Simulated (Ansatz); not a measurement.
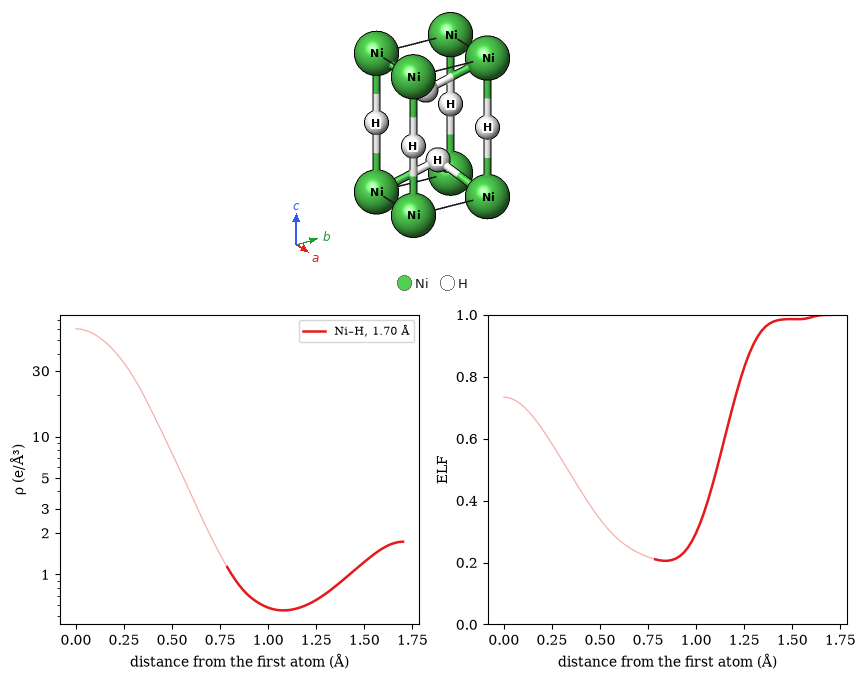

Figure 1: NiH₃. Valence electron density and electron localisation function along straight lines between neighbouring atoms. Thin, pale parts lie inside the atomic spheres. The structure is drawn too.

Space group P-3m1; a generated structure, not necessarily the stable one; changed on purpose from its base cell (the structure that the rattled cell fell into); computed without spin polarisation.

All numbers below come from Ansatz, DFT PBE, scalar-relativistic, plane waves, PAW.

The density is the valence pseudo-density of a PAW calculation; it isn't the true density close to the nuclei.

### What can be read from the curves?

Ni–H (1.70 Å): ρ at the midpoint is about 0.83 e/Å³; the ELF climbs to about 1 towards the hydrogen.
